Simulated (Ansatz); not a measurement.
Geometry relaxation of Al₂O₃

The run: geometry relaxation of Al₂O₃ (P-4m2, 5 atoms in the cell). Method and program: DFT PBE, scalar-relativistic, plane waves, PAW, no spin polarisation (Ansatz 0.2.0).

The structure was made by a generator, so it may or may not be a known phase.

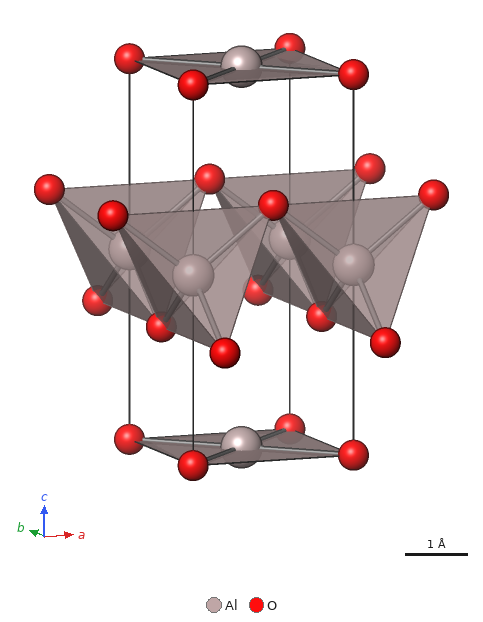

The input geometry (polyhedral view of the cell of the calculation, seen slightly off an axis; polyhedra are completed across the faces of the cell). An atom can appear more than once, as a periodic image.

### Input file
```yaml
crystal:
  lattice:
    - [2.7988444194, 0.0, 0.0]
    - [0.0, 2.7988444194, 0.0]
    - [0.0, 0.0, 6.2599944267]
  atoms:
    - { symbol: Al, position: [0.0, 0.0, 0.5] }
    - { symbol: Al, position: [0.5, 0.5, 0.0] }
    - { symbol: O, position: [0.0, 0.0, 0.0] }
    - { symbol: O, position: [0.0, 0.5, 0.3299721309] }
    - { symbol: O, position: [0.5, 0.0, 0.6700278691] }
basis:
  ecutwfc: 420
kpoints:
  mp_grid: { grid: [10, 10, 6] }
hamiltonian:
  xc: pbe
scf:
  occupations: { method: gaussian, width: 0.02 }
output:
  forces: true
  stress: true
  eigenvalues: true
  write_density: true
  write_potential: true
  elf: true
  volumetric_format: npy
relax:
  adjacent_minimum: "off"
  f_tol: 0.01
  max_steps: 80
  cell: { stress_tol: 0.05 }
```

Run as:
```bash
ansatz run input.yaml --threads 1 --pin off --max-ram 2560MiB --backend cpu --events-out ev --progress --plain --runs-dir out
```

### What the program printed
```
Engine: ansatz 0.2.0, x86_64-unknown-linux-gnu
Pseudopotentials: kind: paw
Pseudopotential: Al, paw, valence charge 3, recommended cutoff 420 eV (normal), Al.paw.azcp
Pseudopotential: O, paw, valence charge 6, recommended cutoff 420 eV (normal), O.paw.azcp
Functional definition: PBE
  parameter kappa = 0.804
  parameter beta = 0.06672455060314922
  exchange = pbe_x(kappa = kappa, mu = beta*pi^2/3)
  correlation = pbe_c(beta = beta)
Crystal: 5 atoms, lattice volume = 49.038 Å³
Basis set: ecut = 420 eV, 977 PW (Γ), exchange–correlation on 40×40×90 points (8 copies of the dense FFT grid, shifted against one another)
Bands: 17, of which v1, the nominal top of the filled ones, is band 12 counted from 1 (11 counted from 0)
Symmetry: 8 space group operations
Space group: P-4m2 (ITA 115), of the structure as read, at distance tolerance 3.7e-5 Å
k-points: 84 of 600 (time reversal used)
Non-local potential: Al, projectors of the file, l = 0: 2, l = 1: 2, l = 2: 1
Non-local potential: O, projectors of the file, l = 0: 2, l = 1: 2, l = 2: 1
PAW form: soft (Blöchl's): semilocal exchange-correlation on the pseudo side does not see the compensation charge
PAW one-centre angular grid: Al, 110 points (default); XC on 64 Gauss nodes
PAW one-centre angular grid: O, 110 points (default); XC on 64 Gauss nodes
Initial density: superposition of atomic densities (neutral atoms: chi_scale 0, normalization atom), corrected by the library's trained network
Initial wavefunctions: pseudopotential atomic-orbital guess
Functional: x = pbe(κ = 0.804, μ = 0.2195149727645171), c = pbe(β = 0.06672455060314922)
SCF iter   1: F=—  HF=-2781.679711 eV  |F-HF|=—  |Δ(HF+E_count)|=         —  Δρ=5.35e-3  dr2=1.49e-2  ethr=1.77e-3  ⟨swp⟩=6.5  Hψ=8736  notcnv=0
preconditioner: auto → none  [insulator: Δε(μ)=2.061 eV  Ē_g=14.620 eV  σ=0.020 eV  W_gap=1.00  n_scr=8 (ndim 8)  ℏωp=26.0 eV  f_vac=0.000  D(μ)=0.00/eV (n_scr^D=0)  ε∞_Penn≈4.2]
SCF iter   2: F=—  HF=-2781.676642 eV  |F-HF|=—  |Δ(HF+E_count)|=   3.07e-3  Δρ=1.64e-3  dr2=8.35e-4  ethr=6.21e-5  ⟨swp⟩=2.6  Hψ=3190  notcnv=0  defer=84
SCF iter   3: F=—  HF=-2781.676673 eV  |F-HF|=—  |Δ(HF+E_count)|=   3.11e-5  Δρ=6.69e-4  dr2=1.51e-4  ethr=3.48e-6  ⟨swp⟩=2.0  Hψ=2020  notcnv=0  defer=84
SCF iter   4: F=—  HF=-2781.676706 eV  |F-HF|=—  |Δ(HF+E_count)|=   3.31e-5  Δρ=6.88e-5  dr2=1.42e-6  ethr=6.30e-7  ⟨swp⟩=2.2  Hψ=2335  notcnv=0  defer=84
SCF iter   5: F=—  HF=-2781.676678 eV  |F-HF|=—  |Δ(HF+E_count)|=   2.77e-5  Δρ=1.99e-5  dr2=7.33e-8  ethr=5.93e-9  ⟨swp⟩=2.0  Hψ=2101  notcnv=0  defer=84
SCF iter   6: F=-2781.676678 eV  HF=-2781.676678 eV  |F-HF|=9.56e-10  |Δ(HF+E_count)|=   7.61e-8  Δρ=2.58e-6  dr2=2.52e-9  ethr=3.06e-10  ⟨swp⟩=8.9  Hψ=9257  notcnv=0
SCF 1 converged in 6 iterations: F = -2781.676678 eV  dr2 = 2.52e-9
  greatest PAW one-centre occupation: 0.865 electrons in one spin orbital (limit 2), on the O atom at site 4 (counted from 0), in its partial waves of l = 0
relax step   1: F+E_penalty+E_count = -2781.67667834 eV  Δ(F+E_penalty+E_count) = +0.000e0 eV  max|allowed force component| = 1.687e-2 eV/Å  Δτ_max = 0.0000 Å  P = -0.025 GPa  Ω = 49.038 Å³  (6 SCF iters, dr2 threshold 1.00e-7 eV, accepted)
Crystal: 5 atoms, lattice volume = 49.023 Å³
Initial density: handed on by an earlier stage of this run
Initial wavefunctions: those handed on with the density
iter 1 solved again at ethr=1.66e-8 eV; its pass at ethr=3.10e-3 eV (dr2=3.98e-6 eV) is discarded
SCF iter   1: F=—  HF=-2781.676788 eV  |F-HF|=—  |Δ(HF+E_count)|=         —  Δρ=7.77e-5  dr2=4.04e-6  ethr=1.66e-8  ⟨swp⟩=1.0  Hψ=7519  notcnv=0
preconditioner: auto → none  [insulator: Δε(μ)=2.085 eV  Ē_g=14.617 eV  σ=0.020 eV  W_gap=1.00  n_scr=8 (ndim 8)  ℏωp=26.0 eV  f_vac=0.000  D(μ)=0.00/eV (n_scr^D=0)  ε∞_Penn≈4.2]
SCF iter   2: F=—  HF=-2781.676761 eV  |F-HF|=—  |Δ(HF+E_count)|=   2.74e-5  Δρ=2.41e-5  dr2=1.91e-7  ethr=1.66e-8  ⟨swp⟩=2.0  Hψ=2034  notcnv=0
iter 3 did not close the SCF: its close was put off for the readings that it lacked (scf_convergence_deferred on its scf_iter line)
SCF iter   3: F=-2781.676761 eV  HF=-2781.676761 eV  |F-HF|=1.95e-9  |Δ(HF+E_count)|=   2.11e-8  Δρ=8.29e-6  dr2=1.65e-8  ethr=7.94e-10  ⟨swp⟩=2.3  Hψ=2245  notcnv=0
iter 4 did not close the SCF: its close was put off for the readings that it lacked (scf_convergence_deferred on its scf_iter line)
SCF iter   4: F=-2781.676761 eV  HF=-2781.676761 eV  |F-HF|=3.96e-11  |Δ(HF+E_count)|=  8.49e-10  Δρ=2.07e-6  dr2=1.24e-9  ethr=6.89e-11  ⟨swp⟩=2.1  Hψ=2391  notcnv=0
iter 5 did not close the SCF: its close was put off for the readings that it lacked (scf_convergence_deferred on its scf_iter line)
SCF iter   5: F=-2781.676761 eV  HF=-2781.676761 eV  |F-HF|=2.73e-12  |Δ(HF+E_count)|=  2.21e-10  Δρ=2.11e-7  dr2=1.09e-11  ethr=5.17e-12  ⟨swp⟩=2.7  Hψ=2421  notcnv=0
SCF iter   6: F=-2781.676761 eV  HF=-2781.676761 eV  |F-HF|=0.00e0  |Δ(HF+E_count)|=  5.46e-12  Δρ=5.52e-8  dr2=8.89e-13  ethr=1.00e-12  ⟨swp⟩=4.0  Hψ=5850  notcnv=0
SCF 2 converged in 6 iterations: F = -2781.676761 eV  dr2 = 8.89e-13
  greatest PAW one-centre occupation: 0.865 electrons in one spin orbital (limit 2), on the O atom at site 3 (counted from 0), in its partial waves of l = 0
relax step   2: F+E_penalty+E_count = -2781.67676088 eV  Δ(F+E_penalty+E_count) = -8.254e-5 eV  max|allowed force component| = 8.368e-3 eV/Å  Δτ_max = 0.0005 Å  P = +0.004 GPa  Ω = 49.023 Å³  energy of the carried Pulay correction = +6.856e-5 eV  (6 SCF iters, accepted)
Crystal: 5 atoms, lattice volume = 49.020 Å³
iter 1 solved again at ethr=1.01e-8 eV; its pass at ethr=3.10e-3 eV (dr2=2.43e-6 eV) is discarded
SCF iter   1: F=—  HF=-2781.676808 eV  |F-HF|=—  |Δ(HF+E_count)|=         —  Δρ=7.78e-5  dr2=2.53e-6  ethr=1.01e-8  ⟨swp⟩=2.1  Hψ=8384  notcnv=0
SCF iter   2: F=—  HF=-2781.676782 eV  |F-HF|=—  |Δ(HF+E_count)|=   2.64e-5  Δρ=2.56e-5  dr2=1.96e-7  ethr=1.01e-8  ⟨swp⟩=2.1  Hψ=2173  notcnv=0
iter 3 did not close the SCF: its close was put off for the readings that it lacked (scf_convergence_deferred on its scf_iter line)
SCF iter   3: F=-2781.676782 eV  HF=-2781.676782 eV  |F-HF|=1.26e-9  |Δ(HF+E_count)|=   1.36e-8  Δρ=6.36e-6  dr2=8.81e-9  ethr=8.18e-10  ⟨swp⟩=2.0  Hψ=2430  notcnv=0
iter 4 did not close the SCF: its close was put off for the readings that it lacked (scf_convergence_deferred on its scf_iter line)
SCF iter   4: F=-2781.676782 eV  HF=-2781.676782 eV  |F-HF|=7.04e-10  |Δ(HF+E_count)|=   2.43e-9  Δρ=1.58e-6  dr2=1.10e-9  ethr=3.67e-11  ⟨swp⟩=2.3  Hψ=2282  notcnv=0
iter 5 did not close the SCF: its close was put off for the readings that it lacked (scf_convergence_deferred on its scf_iter line)
SCF iter   5: F=-2781.676782 eV  HF=-2781.676782 eV  |F-HF|=4.55e-13  |Δ(HF+E_count)|=  1.88e-10  Δρ=3.09e-7  dr2=1.85e-11  ethr=4.59e-12  ⟨swp⟩=2.1  Hψ=2127  notcnv=0
SCF iter   6: F=-2781.676782 eV  HF=-2781.676782 eV  |F-HF|=4.55e-13  |Δ(HF+E_count)|=  4.09e-12  Δρ=3.93e-8  dr2=6.11e-13  ethr=1.00e-12  ⟨swp⟩=4.0  Hψ=5907  notcnv=0
SCF 3 converged in 6 iterations: F = -2781.676782 eV  dr2 = 6.11e-13
relax step   3: F+E_penalty+E_count = -2781.67678194 eV  Δ(F+E_penalty+E_count) = -2.106e-5 eV  max|allowed force component| = 5.883e-5 eV/Å  Δτ_max = 0.0004 Å  P = -0.001 GPa  Ω = 49.020 Å³  energy of the carried Pulay correction = +8.304e-5 eV  (6 SCF iters, accepted)
Initial wavefunctions: pseudopotential atomic-orbital guess (no wavefunctions were taken with the density)
iter 1 solved again at ethr=4.24e-8 eV; its pass at ethr=3.10e-3 eV (dr2=1.02e-5 eV) is discarded
SCF iter   1: F=—  HF=-2781.676770 eV  |F-HF|=—  |Δ(HF+E_count)|=         —  Δρ=4.96e-6  dr2=3.23e-9  ethr=4.24e-8  ⟨swp⟩=3.1  Hψ=12580  notcnv=0
preconditioner: auto → none  [insulator: Δε(μ)=2.086 eV  Ē_g=14.617 eV  σ=0.020 eV  W_gap=1.00  n_scr=8 (ndim 8)  ℏωp=26.0 eV  f_vac=0.000  D(μ)=0.00/eV (n_scr^D=0)  ε∞_Penn≈4.2]
SCF iter   2: F=—  HF=-2781.676743 eV  |F-HF|=—  |Δ(HF+E_count)|=   2.62e-5  Δρ=2.12e-6  dr2=1.35e-9  ethr=1.35e-11  ⟨swp⟩=3.2  Hψ=3251  notcnv=0
SCF iter   3: F=—  HF=-2781.676743 eV  |F-HF|=—  |Δ(HF+E_count)|=  3.79e-10  Δρ=1.37e-6  dr2=3.42e-10  ethr=5.64e-12  ⟨swp⟩=2.0  Hψ=2130  notcnv=0
iter 4 did not close the SCF: its close was put off for the readings that it lacked (scf_convergence_deferred on its scf_iter line)
SCF iter   4: F=-2781.676743 eV  HF=-2781.676743 eV  |F-HF|=3.50e-11  |Δ(HF+E_count)|=  6.15e-10  Δρ=3.61e-7  dr2=3.03e-11  ethr=1.43e-12  ⟨swp⟩=2.6  Hψ=2467  notcnv=0
iter 5 did not close the SCF: its close was put off for the readings that it lacked (scf_convergence_deferred on its scf_iter line)
SCF iter   5: F=-2781.676743 eV  HF=-2781.676743 eV  |F-HF|=1.82e-12  |Δ(HF+E_count)|=  4.68e-11  Δρ=5.23e-8  dr2=6.15e-13  ethr=1.00e-12  ⟨swp⟩=1.0  Hψ=1428  notcnv=0
iter 6 did not close the SCF: its close was put off for the readings that it lacked (scf_convergence_deferred on its scf_iter line)
SCF iter   6: F=-2781.676743 eV  HF=-2781.676743 eV  |F-HF|=4.55e-13  |Δ(HF+E_count)|=  1.36e-12  Δρ=9.51e-9  dr2=1.64e-14  ethr=1.00e-12  ⟨swp⟩=1.0  Hψ=1428  notcnv=0
iter 7 did not close the SCF: its close was put off for the readings that it lacked (scf_convergence_deferred on its scf_iter line)
SCF iter   7: F=-2781.676743 eV  HF=-2781.676743 eV  |F-HF|=9.09e-13  |Δ(HF+E_count)|=    0.00e0  Δρ=2.98e-9  dr2=1.86e-15  ethr=1.00e-12  ⟨swp⟩=1.0  Hψ=1428  notcnv=0
SCF iter   8: F=-2781.676743 eV  HF=-2781.676743 eV  |F-HF|=0.00e0  |Δ(HF+E_count)|=    0.00e0  Δρ=1.70e-9  dr2=6.59e-16  ethr=1.00e-12  ⟨swp⟩=2.0  Hψ=3834  notcnv=0
SCF 4 converged in 8 iterations: F = -2781.676743 eV  dr2 = 6.59e-16
relax step   4: F+E_penalty+E_count = -2781.67674331 eV  Δ(F+E_penalty+E_count) = +3.862e-5 eV  max|allowed force component| = 6.239e-5 eV/Å  Δτ_max = 0.0000 Å  P = -0.004 GPa  Ω = 49.020 Å³  stress off target by 4.24e-2 GPa  SCF on the basis re-selected at this cell (its energy is not comparable with the rows above)  (8 SCF iters)
```

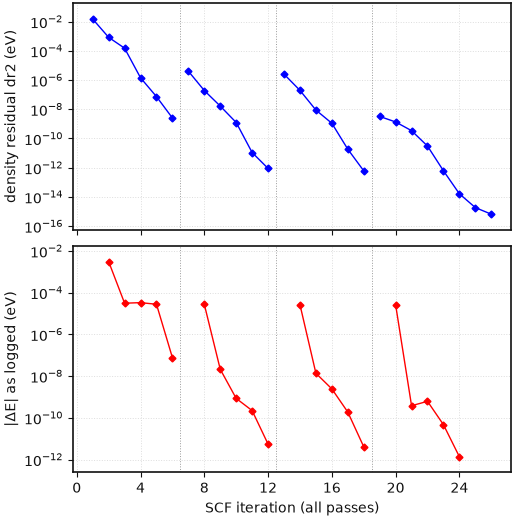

Convergence of the self-consistent field: density residual dr2 and size of the energy change against the SCF iteration. The dotted lines part the SCF passes of the relaxation: geometry steps, rejected trials and re-solves on a re-selected basis. The passes take 6, 6, 6 and 8 iterations.

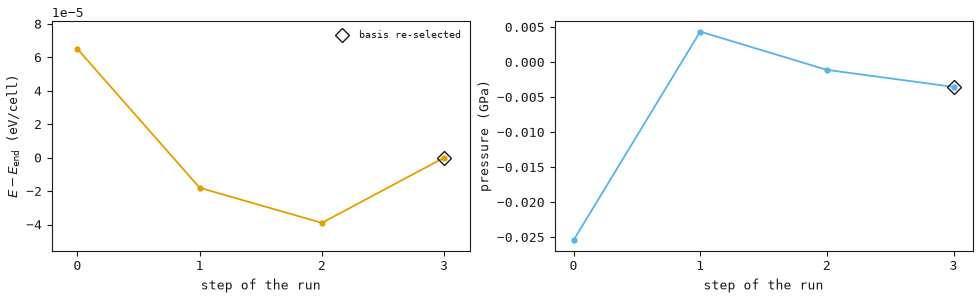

Progress of the relaxation, step by step (the first geometry is step 0 here and step 1 in the log). After 2 geometry steps the energy has fallen by 0.1 meV per cell of the calculation. Largest force component: 0.017 eV/Å at the start, under 0.0001 eV/Å at the end. The pressure goes from −0.03 to 0.00 GPa. No atom moves by more than 0.005 Å relative to the cell. The space group stays P-4m2 (No. 115). A last SCF at the same geometry on a re-selected plane-wave basis shifts the energy by +0.0 meV per cell of the calculation.

```
basis re-selected at this cell: Δ(F+E_penalty+E_count) = +3.862e-5 eV, ΔP = -0.002 GPa vs the last step (what re-selecting the basis moved, of the pressure what is left beyond the Pulay correction that the steps carried, after the strain that the cell walked since its last selection, with what the two solves' SCF thresholds leave and, on support functions, any second-order correction that the steps lacked; it is no measure of the basis error at this ecutwfc). This SCF's stress stands 4.24e-2 GPa from its target on what of the cell is left free (relax.cell.stress_tol is 5.00e-2 GPa) and its largest allowed force component is 6.24e-5 eV/Å (relax.f_tol is 1.00e-2 eV/Å): within both
SCF converged after 8 iterations
Free energy (F): -2781.676743 eV
Harris-Foulkes:  -2781.676743 eV  (|F-HF|=0.00e0)
Internal energy: -2781.676743 eV  (E = F + TS)
E sigma→0 (E₀):  -2781.676743 eV
Fermi energy:    7.962886 eV
--- Per-component energies (eV) ---
  E_band       = 4.976980
  E_kinetic    = 583.427511
  E_local      = -1083.659228  (includes V_loc(G=0)·N_el)
  E_nonlocal   = 162.279450
  E_hartree    = 401.636384
  E_xc         = -304.075280
  E_vxc        = -344.843235  (∫ρ·V_xc dr)
  E_paw        = -1409.826903  (= ΣΔE_a)
  E_vpaw       = -115.507676  (= ΣTr[D̂ρ^β])
  E_aug_tail   = 0.007389  (compensation charges beyond the density's cutoff)
  E_ewald      = -1131.466066
  E_smearing   = -0.000000  (= −TS)
  E_closure    = 0.000000  (closes the sum)
  Σ components = -2781.676743   (vs F -2781.676743, Δ=0.00e0)
--- Forces (eV/Å), atoms counted from 1 ---
  atom   1  Al    -0.00000000    -0.00000000     0.00000000
  atom   2  Al     0.00000000     0.00000000     0.00000000
  atom   3  O      0.00000000     0.00000000     0.00000000
  atom   4  O      0.00000000     0.00000000     0.00006239
  atom   5  O     -0.00000000    -0.00000000    -0.00006239
  max |Σ_I F_I| component: 2.78e-17 eV/Å
--- Stress (GPa, compression-positive) ---
       -0.026475      -0.000000       0.000000
       -0.000000      -0.026475       0.000000
        0.000000       0.000000       0.042353
  P = ⅓ Tr σ = -0.0035 GPa (-0.035 kbar)
--- Band table (eV; the first three rows and the last of 84) ---
  k-point 0: bands = ["-12.6809", "-10.7997", "-10.0090", "2.0218", "2.5805", "3.3914", "3.3914", "5.2188", "5.2188", "6.6289", "6.6289", "6.7092", "9.0058", "13.0545", "13.7852", "16.0445", "16.7348"]
  k-point 1: bands = ["-12.6609", "-10.9074", "-9.9112", "1.6536", "3.0725", "3.3963", "3.3963", "5.2003", "5.2003", "6.3988", "6.6451", "6.6451", "9.2864", "12.9744", "13.6551", "16.1403", "16.6624"]
  k-point 2: bands = ["-12.6177", "-11.0830", "-9.7588", "1.2857", "3.4060", "3.4060", "3.7951", "5.1638", "5.1638", "5.7596", "6.6763", "6.6763", "9.8108", "12.5703", "13.7547", "15.6798", "17.0968"]
  k-point 83: bands = ["-10.8335", "-9.4128", "-9.4128", "0.2012", "0.2012", "1.8072", "3.4580", "3.5682", "4.6884", "4.9499", "4.9499", "5.5069", "10.8896", "13.1480", "13.1480", "15.4492", "18.8820"]
--- Relaxed structure (3 steps of the walk, 3 accepted, 1 SCFs on fresh bases) ---
  F+E_penalty+E_count = -2781.67674331 eV   max|allowed force component| = 6.239e-5 eV/Å   (the final SCF, on the basis selected at the relaxed cell)
  cell:  # Å, volume = 49.0204 Å³
    - [2.798106214045039, 2.3010644456272156e-36, -2.4667410857123752e-33]
    - [2.3010644456272156e-36, 2.798106214045039, 0.0]
    - [-5.517200363706424e-33, 0.0, 6.2610642128044995]
  atoms:
    - { symbol: Al, position: [2.3912034946838406e-34, 0.0, 0.49999999999999994] }
    - { symbol: Al, position: [0.5000000000000001, 0.5000000000000001, 4.276423536147513e-50] }
    - { symbol: O, position: [-5.1780737546750805e-34, -6.434446986835036e-86, -6.588873714519077e-83] }
    - { symbol: O, position: [-6.193045022202747e-35, 0.5000000000000001, 0.3298343796169239] }
    - { symbol: O, position: [0.5000000000000001, 8.352389719038111e-53, 0.6701656203830763] }
```

### Trajectory as extended XYZ (Å, eV, eV/Å), 4 frames, from step=1 to step=4
```
5
Lattice="2.7988 0.0000 0.0000 0.0000 2.7988 0.0000 0.0000 0.0000 6.2600" Properties=species:S:1:pos:R:3:forces:R:3 step=1 energy=-2781.67668 pressure_GPa=-0.03
Al    0.0000    0.0000    3.1300    0.0000   0.0000   0.0000
Al    1.3994    1.3994    0.0000    0.0000   0.0000   0.0000
O     0.0000    0.0000    0.0000    0.0000   0.0000   0.0000
O     0.0000    1.3994    2.0656    0.0000   0.0000  -0.0169
O     1.3994    0.0000    4.1944    0.0000   0.0000   0.0169
5
Lattice="2.7985 0.0000 0.0000 0.0000 2.7985 0.0000 0.0000 0.0000 6.2596" Properties=species:S:1:pos:R:3:forces:R:3 step=2 energy=-2781.67676 pressure_GPa=0.00
Al    0.0000    0.0000    3.1298    0.0000   0.0000   0.0000
Al    1.3993    1.3993    0.0000    0.0000   0.0000   0.0000
O     0.0000    0.0000    0.0000    0.0000   0.0000   0.0000
O     0.0000    1.3993    2.0650    0.0000   0.0000  -0.0084
O     1.3993    0.0000    4.1946    0.0000   0.0000   0.0084
5
Lattice="2.7981 0.0000 0.0000 0.0000 2.7981 0.0000 0.0000 0.0000 6.2611" Properties=species:S:1:pos:R:3:forces:R:3 step=3 energy=-2781.67678 pressure_GPa=-0.00
Al    0.0000    0.0000    3.1305    0.0000   0.0000   0.0000
Al    1.3991    1.3991    0.0000    0.0000   0.0000   0.0000
O     0.0000    0.0000    0.0000    0.0000   0.0000   0.0000
O     0.0000    1.3991    2.0651    0.0000   0.0000   0.0001
O     1.3991    0.0000    4.1959    0.0000   0.0000  -0.0001
5
Lattice="2.7981 0.0000 0.0000 0.0000 2.7981 0.0000 0.0000 0.0000 6.2611" Properties=species:S:1:pos:R:3:forces:R:3 step=4 energy=-2781.67674 pressure_GPa=-0.00
Al    0.0000    0.0000    3.1305    0.0000   0.0000   0.0000
Al    1.3991    1.3991    0.0000    0.0000   0.0000   0.0000
O     0.0000    0.0000    0.0000    0.0000   0.0000   0.0000
O     0.0000    1.3991    2.0651    0.0000   0.0000   0.0001
O     1.3991    0.0000    4.1959    0.0000   0.0000  -0.0001
```

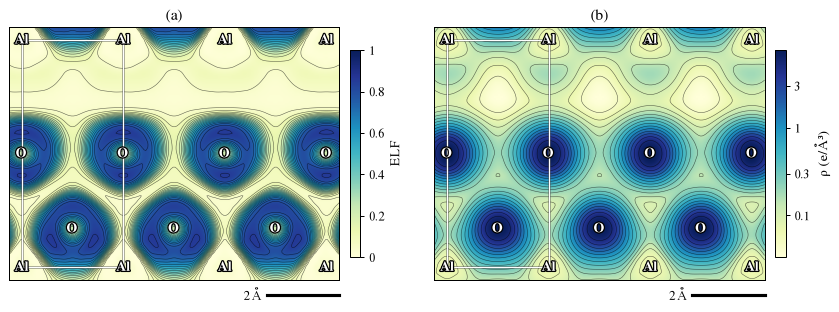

(a) ELF; (b) valence electron density on the (010) plane of the conventional cell. Al–O (1.76 Å): the density is about 0.8 e/Å³ at the midpoint; the ELF is about 0.80 at the midpoint. Away from the nuclei the density in this plane falls to 0.03 e/Å³ at its lowest. The fields are those of the smooth PAW valence density.

### Summary

```csv
quantity,value
outcome,converged
space group (tolerance 0.01 Å),P-4m2 (115)
electrons treated,24
free energy,−2781.6767 eV
Fermi energy,7.963 eV
gap on the k-point mesh,2.09 eV
pressure,0.00 GPa
final volume,49.02 Å³
largest force (length of the vector) at the end,under 0.001 eV/Å
final cell,"a = 2.798 Å, b = 2.798 Å, c = 6.261 Å, α = 90.00°, β = 90.00°, γ = 90.00°"
hardware,"1 thread of Intel Xeon @ 2.50GHz (Skylake/Cascade Lake), 189 GiB of memory available, shared host"
wall time,74 s
peak memory,0.4 GiB
```
